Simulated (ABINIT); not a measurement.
## Phonon bands calculation of Ge (part 2 of 3)

Ge (2 atoms in the cell); Kohn-Sham DFT of a periodic cell, PBEsol, PseudoDojo NC SR PBEsol v0.4.1 standard, no spin polarisation (ABINIT 10.8.3); cutoff 1061.24 eV, 4×4×4 k-mesh, fermi-dirac of 0.05 eV. The structure derives from an entry of the Crystallography Open Database.

Geometry of the input (Å; fractional positions):
```
0.0000  2.8399  2.8399
2.8399  0.0000  2.8399
2.8399  2.8399  0.0000
Ge 0.7500  0.7500  0.7500
Ge 0.5000  0.5000  0.5000
```

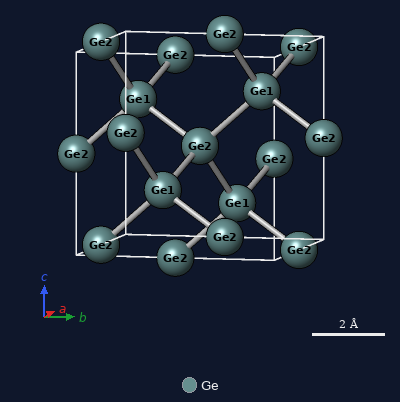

**Figure 1.** The input geometry (ball-and-stick view of the cell 4 times as large as that of the calculation, set on its symmetry axes, seen at an oblique angle; atoms are numbered from 1 in the order of the input). An atom can appear more than once, as a periodic image.

### What the program printed, continued
```
--- !ResultsGS
iteration_state: {dtset: 1, }
comment   : Summary of ground state results
lattice_vectors:
- [  0.0000000,   5.3666386,   5.3666386, ]
- [  5.3666386,   0.0000000,   5.3666386, ]
- [  5.3666386,   5.3666386,   0.0000000, ]
lattice_lengths: [   7.58957,    7.58957,    7.58957, ]
lattice_angles: [ 60.000,  60.000,  60.000, ] # degrees, (23, 13, 12)
lattice_volume:   3.0912707E+02
convergence: {deltae: -6.310E-12, res2:  1.060E-16, residm:  8.181E-15, diffor: null, }
etotal    :  -1.78403118E+02
entropy   :   0.00000000E+00
fermie    :   1.38745832E-01
cartesian_stress_tensor: # hartree/bohr^3
- [  7.08991143E-06,   0.00000000E+00,   0.00000000E+00, ]
- [  0.00000000E+00,   7.08991143E-06,   0.00000000E+00, ]
- [  0.00000000E+00,   0.00000000E+00,   7.08991143E-06, ]
pressure_GPa:  -2.0859E-01
xred      :
- [  7.5000E-01,   7.5000E-01,   7.5000E-01, Ge]
- [  5.0000E-01,   5.0000E-01,   5.0000E-01, Ge]
cartesian_forces: # hartree/bohr
- [  0.00000000E+00,   2.50868881E-28,  -4.01390209E-28, ]
- [  1.12103877E-44,  -2.50868881E-28,   4.01390209E-28, ]
force_length_stats: {min:   4.73338458E-28, max:   4.73338458E-28, mean:   4.73338458E-28, }
...

 Integrated electronic density in atomic spheres:
 ------------------------------------------------
 Atom  Sphere_radius  Integrated_density
    1        2.00000         11.55328315
    2        2.00000         11.56182169
================================================================================

 ----iterations are completed or convergence reached----

 Mean square residual over all n,k,spin=   40.529E-16; max=  81.808E-16
 reduced coordinates (array xred) for    2 atoms
       0.750000000000      0.750000000000      0.750000000000
       0.500000000000      0.500000000000      0.500000000000
 rms dE/dt=  1.6744E-27; max dE/dt=  3.2312E-27; dE/dt below (all hartree)
    1       0.000000000000      0.000000000000     -0.000000000000
    2      -0.000000000000     -0.000000000000      0.000000000000

 cartesian coordinates (angstrom) at end:
    1      4.25985424219818     4.25985424219818     4.25985424219818
    2      2.83990282813212     2.83990282813212     2.83990282813212

 cartesian forces (hartree/bohr) at end:
    1      0.00000000000000     0.00000000000000    -0.00000000000000
    2      0.00000000000000    -0.00000000000000     0.00000000000000
 frms,max,avg= 2.7328209E-28 4.0139021E-28   0.000E+00  0.000E+00  0.000E+00 h/b

 cartesian forces (eV/Angstrom) at end:
    1      0.00000000000000     0.00000000000000    -0.00000000000000
    2      0.00000000000000    -0.00000000000000     0.00000000000000
 frms,max,avg= 1.4052730E-26 2.0640314E-26   0.000E+00  0.000E+00  0.000E+00 e/A
 length scales=  7.589573049000  7.589573049000  7.589573049000 bohr
              =  4.016229095290  4.016229095290  4.016229095290 angstroms
 Fermi (or HOMO) energy (hartree) =   0.13875   Average Vxc (hartree)=  -0.37441
 Eigenvalues (hartree) for nkpt=  10  k points:
 kpt#   1, nband= 22, wtk=  0.09375, kpt= -0.1250 -0.2500  0.0000 (reduced coord)
  -0.77314   -0.77288   -0.77228   -0.77029   -0.76956   -0.76554   -0.76403   -0.76338
  -0.76274   -0.76226   -0.30152   -0.01393    0.08464    0.08800    0.20810    0.23417
   0.30669    0.31606    0.40486    0.46275    0.48754    0.54060
      occupation numbers for kpt#   1
   2.00000    2.00000    2.00000    2.00000    2.00000    2.00000    2.00000    2.00000
   2.00000    2.00000    2.00000    2.00000    2.00000    2.00000    0.00000    0.00000
   0.00000    0.00000    0.00000    0.00000    0.00000    0.00000
 prteigrs : prtvol=0 or 1, do not print more k-points.

--- !EnergyTerms
iteration_state     : {dtset: 1, }
comment             : Components of total free energy in Hartree
kinetic             :  1.33971556508101E+02
hartree             :  5.55328007835280E+01
xc                  : -4.31860018824564E+01
Ewald energy        : -9.83681314668428E+01
psp_core            :  5.59181295185580E+00
local_psp           : -1.37612731338681E+02
non_local_psp       : -9.43324150194339E+01
internal            : -1.78403109463929E+02
'-kT*entropy'       : -8.92605459111997E-06
total_energy        : -1.78403118389984E+02
total_energy_eV     : -4.85459616199733E+03
band_energy         : -1.58821502762048E+01
...

 Cartesian components of stress tensor (hartree/bohr^3)
  sigma(1 1)=  7.08991143E-06  sigma(3 2)=  0.00000000E+00
  sigma(2 2)=  7.08991143E-06  sigma(3 1)=  0.00000000E+00
  sigma(3 3)=  7.08991143E-06  sigma(2 1)=  0.00000000E+00

-Cartesian components of stress tensor (GPa)         [Pressure= -2.0859E-01 GPa]
- sigma(1 1)=  2.08592396E-01  sigma(3 2)=  0.00000000E+00
- sigma(2 2)=  2.08592396E-01  sigma(3 1)=  0.00000000E+00
- sigma(3 3)=  2.08592396E-01  sigma(2 1)=  0.00000000E+00

================================================================================
== DATASET  2 ==================================================================

--- !DatasetInfo
iteration_state: {dtset: 2, }
dimensions: {natom: 2, nkpt: 128, mband: 22, nsppol: 1, nspinor: 1, nspden: 1, mpw: 3605, }
cutoff_energies: {ecut:  39.0, pawecutdg:  -1.0, }
electrons: {nelect:   2.80000000E+01, charge:   0.00000000E+00, occopt:   3.00000000E+00, tsmear:   1.83746611E-03, }
meta: {optdriver: 1, rfphon: 1, }
...

 mkfilename : getwfk/=0, take file _WFK from output of DATASET   1.

 Real(R)+Recip(G) space primitive vectors, cartesian coordinates (Bohr,Bohr^-1):
 R(1)=  0.0000000  5.3666386  5.3666386  G(1)= -0.0931682  0.0931682  0.0931682
 R(2)=  5.3666386  0.0000000  5.3666386  G(2)=  0.0931682 -0.0931682  0.0931682
 R(3)=  5.3666386  5.3666386  0.0000000  G(3)=  0.0931682  0.0931682 -0.0931682
 Unit cell volume ucvol=  3.0912707E+02 bohr^3
 Angles (23,13,12)=  6.00000000E+01  6.00000000E+01  6.00000000E+01 degrees
 setup1 : take into account q-point for computing boxcut.

 getcut: wavevector=  0.0000  0.0000  0.0000  ngfft=  45  45  45
         ecut(hartree)=     39.000   => boxcut(ratio)=   2.06223
--------------------------------------------------------------------------------

 ==>  initialize data related to q vector <==

 The list of irreducible perturbations for this q vector is:
    1)    idir= 1    ipert=   1

================================================================================

 The perturbation idir=   2  ipert=   1 is
 symmetric of a previously calculated perturbation.
 So, its SCF calculation is not needed.

 The perturbation idir=   3  ipert=   1 is
 symmetric of a previously calculated perturbation.
 So, its SCF calculation is not needed.

 The perturbation idir=   1  ipert=   2 is
 symmetric of a previously calculated perturbation.
 So, its SCF calculation is not needed.

 The perturbation idir=   2  ipert=   2 is
 symmetric of a previously calculated perturbation.
 So, its SCF calculation is not needed.

 The perturbation idir=   3  ipert=   2 is
 symmetric of a previously calculated perturbation.
 So, its SCF calculation is not needed.

--------------------------------------------------------------------------------
 Perturbation wavevector (in red.coord.)   0.000000  0.000000  0.000000
 Perturbation : displacement of atom   1   along direction   1
 Found     2 symmetries that leave the perturbation invariant.
 symkpt : the number of k-points, thanks to the symmetries,
 is reduced to    72 .

--------------------------------------------------------------------------------

--------------------------------------------------------------------------------

 dfpt_looppert : total number of electrons, from k and k+q
  fully or partially occupied states are    2.800000E+01 and    2.800000E+01.
 Initialisation of the first-order wave-functions :
  ireadwf=   0

--- !BeginCycle
iteration_state: {dtset: 2, }
solver: {iscf: 7, nstep: 80, nline: 4, wfoptalg: 0, }
tolerances: {tolvrs: 1.00E-08, }
...

     iter   2DEtotal(Ha)        deltaE(Ha) residm    vres2
-ETOT  1   14.879501471731     -4.180E+04 1.146E+01 3.883E+02
 ETOT  2   6.6969640925440     -8.183E+00 8.813E-02 3.378E+02
 ETOT  3   6.5824247800688     -1.145E-01 6.844E-04 1.616E+01
 ETOT  4   6.5799485185767     -2.476E-03 4.100E-05 6.365E-01
 ETOT  5   6.5797732730630     -1.752E-04 2.478E-06 9.505E-03
 ETOT  6   6.5797717964292     -1.477E-06 2.357E-07 2.378E-03
 ETOT  7   6.5797710097963     -7.866E-07 1.958E-08 8.526E-06
 ETOT  8   6.5797710077882     -2.008E-09 1.494E-09 4.586E-07
 ETOT  9   6.5797710078973      1.091E-10 1.246E-10 4.588E-08
 ETOT 10   6.5797710078027     -9.459E-11 8.671E-12 1.835E-10

 At SCF step   10       vres2   =  1.83E-10 < tolvrs=  1.00E-08 =>converged.
================================================================================

 ----iterations are completed or convergence reached----

 Mean square residual over all n,k,spin=   28.313E-15; max=  86.705E-13

 2DEtotal=    0.6579771008E+01 Ha. Also 2DEtotal=    0.179044690304E+03 eV
    (2DErelax=   -4.1808593476E+04 Ha. 2DEnonrelax=    4.1815173247E+04 Ha)
    (  non-var. 2DEtotal :    6.5797802724E+00 Ha)

================================================================================

 ---- first-order wavefunction calculations are completed ----

 ==> Compute Derivative Database <==

  Dynamical matrix, in cartesian coordinates,
   if specified in the inputs, asr has been imposed
     j1       j2             matrix element
  dir pert dir pert     real part    imaginary part

   1    1   1    1         0.1142365812         0.0000000000
   1    1   1    2        -0.1142365812        -0.0000000000

   2    1   2    1         0.1142365812         0.0000000000
   2    1   2    2        -0.1142365812        -0.0000000000

   3    1   3    1         0.1142365812        -0.0000000000
   3    1   3    2        -0.1142365812         0.0000000000

   1    2   1    1        -0.1142365812         0.0000000000
   1    2   1    2         0.1142365812        -0.0000000000

   2    2   2    1        -0.1142365812         0.0000000000
   2    2   2    2         0.1142365812        -0.0000000000

   3    2   3    1        -0.1142365812        -0.0000000000
   3    2   3    2         0.1142365812         0.0000000000

  Phonon wavevector (reduced coordinates) :  0.00000  0.00000  0.00000
 Phonon energies in Hartree :
   0.000000E+00  0.000000E+00  0.000000E+00  1.313830E-03  1.313830E-03
   1.313830E-03
 Phonon frequencies in cm-1    :
   0.000000E+00  0.000000E+00  0.000000E+00  2.883525E+02  2.883525E+02
   2.883525E+02

================================================================================
== DATASET  3 ==================================================================

--- !DatasetInfo
iteration_state: {dtset: 3, }
dimensions: {natom: 2, nkpt: 256, mband: 22, nsppol: 1, nspinor: 1, nspden: 1, mpw: 3605, }
cutoff_energies: {ecut:  39.0, pawecutdg:  -1.0, }
electrons: {nelect:   2.80000000E+01, charge:   0.00000000E+00, occopt:   3.00000000E+00, tsmear:   1.83746611E-03, }
meta: {optdriver: 1, rfphon: 1, }
...

 mkfilename : getwfk/=0, take file _WFK from output of DATASET   1.

 Real(R)+Recip(G) space primitive vectors, cartesian coordinates (Bohr,Bohr^-1):
 R(1)=  0.0000000  5.3666386  5.3666386  G(1)= -0.0931682  0.0931682  0.0931682
 R(2)=  5.3666386  0.0000000  5.3666386  G(2)=  0.0931682 -0.0931682  0.0931682
 R(3)=  5.3666386  5.3666386  0.0000000  G(3)=  0.0931682  0.0931682 -0.0931682
 Unit cell volume ucvol=  3.0912707E+02 bohr^3
 Angles (23,13,12)=  6.00000000E+01  6.00000000E+01  6.00000000E+01 degrees
 setup1 : take into account q-point for computing boxcut.

 getcut: wavevector=  0.5000  0.0000  0.0000  ngfft=  45  45  45
         ecut(hartree)=     39.000   => boxcut(ratio)=   2.01564
--------------------------------------------------------------------------------

 ==>  initialize data related to q vector <==

 The list of irreducible perturbations for this q vector is:
    1)    idir= 1    ipert=   1
    2)    idir= 2    ipert=   1

================================================================================

 The perturbation idir=   3  ipert=   1 is
 symmetric of a previously calculated perturbation.
 So, its SCF calculation is not needed.

 The perturbation idir=   1  ipert=   2 is
 symmetric of a previously calculated perturbation.
 So, its SCF calculation is not needed.

 The perturbation idir=   2  ipert=   2 is
 symmetric of a previously calculated perturbation.
 So, its SCF calculation is not needed.

 The perturbation idir=   3  ipert=   2 is
 symmetric of a previously calculated perturbation.
 So, its SCF calculation is not needed.

--------------------------------------------------------------------------------
 Perturbation wavevector (in red.coord.)   0.500000  0.000000  0.000000
 Perturbation : displacement of atom   1   along direction   1
 Found     2 symmetries that leave the perturbation invariant.
 symkpt : the number of k-points, thanks to the symmetries,
 is reduced to   144 .

--------------------------------------------------------------------------------

--------------------------------------------------------------------------------

 dfpt_looppert : total number of electrons, from k and k+q
  fully or partially occupied states are    2.800000E+01 and    2.800000E+01.
 Initialisation of the first-order wave-functions :
  ireadwf=   0

--- !BeginCycle
iteration_state: {dtset: 3, }
solver: {iscf: 7, nstep: 80, nline: 4, wfoptalg: 0, }
tolerances: {tolvrs: 1.00E-08, }
...

     iter   2DEtotal(Ha)        deltaE(Ha) residm    vres2
-ETOT  1   16.313517437997     -4.208E+04 1.158E+01 1.431E+04
 ETOT  2   7.4541191601935     -8.859E+00 1.426E+00 1.318E+03
 ETOT  3   7.3433973371981     -1.107E-01 3.940E-02 2.461E+02
 ETOT  4   7.3199812382705     -2.342E-02 3.501E-02 3.374E+01
 ETOT  5   7.3185353906853     -1.446E-03 3.540E-03 1.784E+00
 ETOT  6   7.3184313277058     -1.041E-04 1.378E-03 7.050E-02
 ETOT  7   7.3184232524987     -8.075E-06 1.687E-04 2.488E-03
 ETOT  8   7.3184229632867     -2.892E-07 5.549E-05 2.308E-04
 ETOT  9   7.3184229047735     -5.851E-08 9.501E-06 6.509E-05
 ETOT 10   7.3184229005170     -4.256E-09 2.293E-06 2.084E-06
 ETOT 11   7.3184229003715     -1.455E-10 5.608E-07 2.960E-07
 ETOT 12   7.3184229003278     -4.366E-11 9.481E-08 1.721E-08
 ETOT 13   7.3184229003788      5.093E-11 3.276E-08 1.873E-09
```
